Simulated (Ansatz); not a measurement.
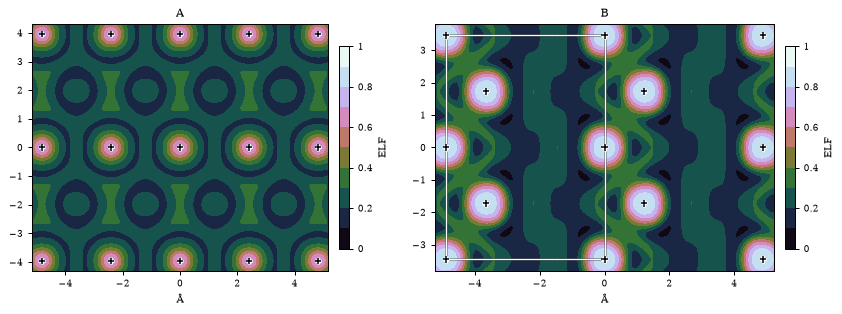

The ELF of 2 systems, each on a plane through atoms (crosses mark nuclei in the plane).

The calculation used DFT, PBEsol, plane waves (420 eV) with PAW, scalar-relativistic (Ansatz 0.2.0).

System 1: Mn, the (011) plane of the conventional cell. Space group Fd-3m; set up as Mn, diamond; a generated structure, not necessarily the stable one; computed without spin polarisation.

```xyz
8
Lattice="4.8835 0.0000 0.0000 0.0000 4.8835 0.0000 0.0000 0.0000 4.8835" Properties=species:S:1:pos:R:3 pbc="T T T"
Mn    3.6626    1.2209    1.2209
Mn    1.2209    3.6626    1.2209
Mn    1.2209    1.2209    3.6626
Mn    3.6626    3.6626    3.6626
Mn    2.4417    0.0000    0.0000
Mn    0.0000    2.4417    0.0000
Mn    0.0000    0.0000    2.4417
Mn    2.4417    2.4417    2.4417
```

System 2: Ni, the (100) plane of the conventional cell. Space group P6₃/mmc; set up as Ni, dhcp; a generated structure, not necessarily the stable one; changed on purpose from its base cell (volume × 0.96); computed pressure about 11 GPa in this cell; spin-polarised.

```
Ni
1.0
     2.41372    0.00000    0.00000
    -1.20686    2.09034    0.00000
     0.00000    0.00000    7.90928
Ni
4
Direct
  0.00000 0.00000 0.00000
  0.00000 0.00000 0.50000
  0.33333 0.66667 0.25000
  0.66667 0.33333 0.75000
```

> Which map belongs to which system?

Panel A is system 2, Ni: the plane holds Ni. Ni–Ni (2.41 Å): the ELF is about 0.25 at the midpoint (no localised pair shows between them). Panel B is system 1, Mn: the plane holds Mn. Mn–Mn (2.11 Å): the ELF is about 0.35 at the midpoint.
